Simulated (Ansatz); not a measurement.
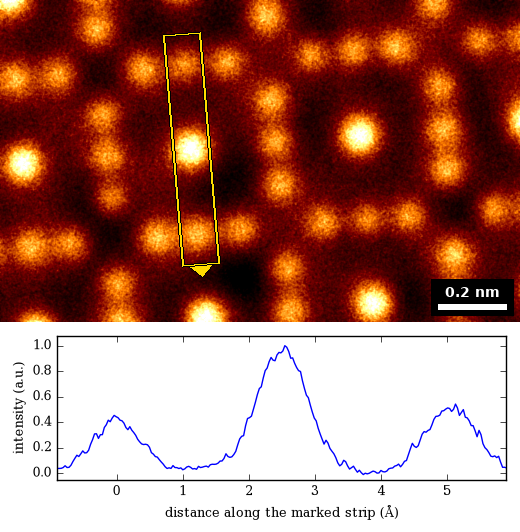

iDPC-like image of Pd (Pm-3n, No. 223) along [001]. Simulated as the projected potential of neutral atoms (B = 0.5 Å²) blurred by a 0.68 Å probe, the thin-sample limit of integrated differential phase contrast. Shot noise and the speckle of an amorphous layer were added. Atomic positions: the geometry relaxed with Ansatz, DFT, PBE, plane waves (420 eV) with PAW, scalar-relativistic; the starting structure was generated, so it need not be a known form of this composition.

```cif
data_structure
_symmetry_space_group_name_H-M 'Pm-3n'
_symmetry_Int_Tables_number 223
_cell_length_a 5.0145
_cell_length_b 5.0145
_cell_length_c 5.0145
_cell_angle_alpha 90.000
_cell_angle_beta 90.000
_cell_angle_gamma 90.000
_cell_volume 126.09
loop_
_atom_site_label
_atom_site_type_symbol
_atom_site_symmetry_multiplicity
_atom_site_Wyckoff_symbol
_atom_site_fract_x
_atom_site_fract_y
_atom_site_fract_z
_atom_site_occupancy
Pd1 Pd 2 a 0.00000 0.00000 0.00000 1
Pd2 Pd 6 c 0.25000 0.00000 0.50000 1
```

The curve is the intensity along the marked strip, in the direction of its arrowhead, with zero distance at the first column. Brightness is counted from the darkest point of the image.

Question: List the columns that the line crosses, with their positions.

Answer:
```json
{"position (Å)": "0.0", "atoms per repeat along the beam": "1 Pd", "height (% of the highest)": "50"}
{"position (Å)": "2.5", "atoms per repeat along the beam": "2 Pd", "height (% of the highest)": "100"}
{"position (Å)": "5.0", "atoms per repeat along the beam": "1 Pd", "height (% of the highest)": "50"}
```
